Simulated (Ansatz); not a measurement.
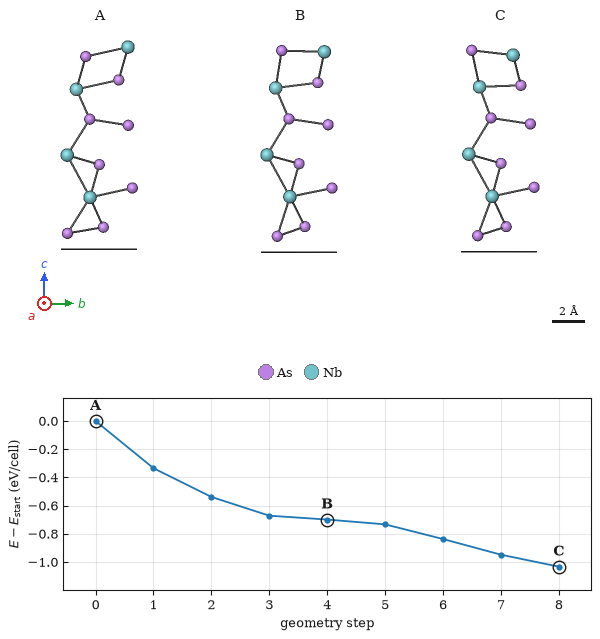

Frames of a relaxation of a slab of composition NbAs2 (cut from the C2/m phase), marked on the history of the run. A ball-and-stick model of the 2 × 1 repeat of the cell, outlined in the plane, without the vacuum, seen along the a axis.

Case: (0 0 1) slab, atoms relaxed. The slab is the (0 0 1) face of NbAs2.

All numbers below come from Ansatz, DFT PBEsol, scalar-relativistic, plane waves, PAW.

Input
```yaml
crystal:
  lattice:
    - [3.3613228702, 0.0, 0.0]
    - [-1.6806614351, 4.6665248464, 0.0]
    - [0.0, 0.0, 26.6759908902]
  atoms:
    - { symbol: As, position: [0.5565815608, 0.0764959661, 0.281151693] }
    - { symbol: As, position: [0.2973273575, 0.5579875593, 0.2955107375] }
    - { symbol: Nb, position: [0.7081597876, 0.379652773, 0.3656120044] }
    - { symbol: As, position: [0.9922286132, 0.9477911842, 0.3878079882] }
    - { symbol: As, position: [0.2703000731, 0.5039341039, 0.4427533827] }
    - { symbol: Nb, position: [0.5543696586, 0.0720725151, 0.4649493665] }
    - { symbol: As, position: [0.9652024422, 0.8937377287, 0.5350506335] }
    - { symbol: As, position: [0.7059482388, 0.375229322, 0.549409678] }
    - { symbol: Nb, position: [0.116780669, 0.1968945357, 0.6195109449] }
    - { symbol: As, position: [0.4008494946, 0.7650329469, 0.6417069287] }
    - { symbol: As, position: [0.6789209544, 0.3211758666, 0.6966523233] }
    - { symbol: Nb, position: [0.96299054, 0.8893142778, 0.718848307] }
basis:
  ecutwfc: 420
kpoints:
  mp_grid: { grid: [11, 8, 1] }
hamiltonian:
  xc: pbesol
scf:
  occupations: { method: gaussian, width: 0.1 }
output:
  forces: true
  eigenvalues: true
relax:
  adjacent_minimum: "off"
  f_tol: 0.02
  max_steps: 60
efield:
  axis: 3
  dipole_correction: true
  ramp_width: 0.04
```

Command:
```bash
ansatz run input.yaml --threads 1 --pin off --max-ram 2560MiB --backend cpu --events-out ev --progress --plain --runs-dir out
```

### Describe the path.

The run was cut off at its time limit before the relaxation converged, so the last structure is only a point on the way. The largest move relative to the layer's centre is that of Nb12, 1.06 Å at 62° to the normal (−c side). By element the largest moves are Nb 1.06 Å, As 0.96 Å. The cell doesn't change. Near-neighbour distances that change, for instance: As10–As11 3.044 → 4.139 Å, As1–As2 2.450 → 2.935 Å, As7–As10 3.359 → 3.005 Å, As1–As2 (another image) 2.832 → 2.518 Å. Among the angles between lasting bonds that change: Nb9–Nb12–As11 105.9° → 148.8°, As10–Nb12–As11 68.1° → 105.9°, Nb9–As11–Nb12 111.9° → 74.9°. Over 8 geometry steps the energy falls by 1.033 eV per cell of the calculation. The largest force component goes from 1.4 to 0.55 eV/Å. Cost: 40 min on 1 thread of Arm Neoverse V2 (shared host), peak memory 1.5 GiB. From step 0 to 4: As1 moves most (0.64 Å), energy −0.699 eV per cell of the calculation. From step 4 to 8: Nb12 moves most (0.74 Å), energy −0.334 eV per cell of the calculation.
